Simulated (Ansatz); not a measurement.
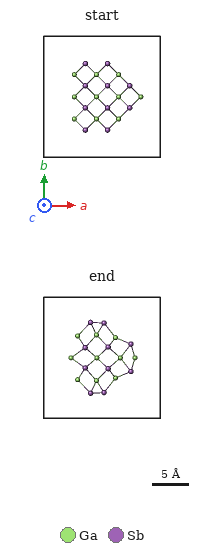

The structure of a wire of composition GaSb before (top) and after (bottom) a relaxation, at one scale.

A ball-and-stick model of the cell of the calculation, with the vacuum cut short, seen along the c axis.

Case: wire along [0 0 1], 20 atoms a period.

Level of theory: Ansatz 0.2.0, DFT PBE, scalar-relativistic, plane waves, PAW. (plane-wave cutoff 420 eV; k-point mesh 1 × 1 × 9; occupations gaussian; smearing width 0.05 eV; collinear spin; cell relaxed at fixed a, b, alpha, beta, gamma; force threshold 0.02 eV/Å; at most 45 steps)

Describe what moved and what it gained.

The run was cut off at its time limit before the relaxation converged, so the last structure is only a point on the way. The largest moves relative to the layer's centre, 0.90 Å, are those of Sb atoms. Largest moves by element: Sb 0.90 Å, Ga 0.82 Å. Along the periodic axis the drawn cell goes c 6.214 → 5.993 Å (−3.5 %). Some distances before and after: Sb–Sb 4.394 → 2.807 Å, Ga–Sb 2.691 → 2.788 Å, Ga–Sb 2.691 → 2.762 Å, Ga–Sb 2.691 → 2.637 Å. New bonds form: Sb–Sb (4.39 → 2.81 Å). Among the angles between lasting bonds that change: Sb–Ga–Sb 109.5° → 155.6°, Ga–Sb–Ga 109.5° → 84.7°, Ga–Sb–Ga 109.5° → 86.0°. After 6 geometry steps the energy has fallen by 4.763 eV per cell of the calculation. Largest force component: 0.58 eV/Å at the start, 0.69 eV/Å at the end. The program noted that the starting moments weren't kept.
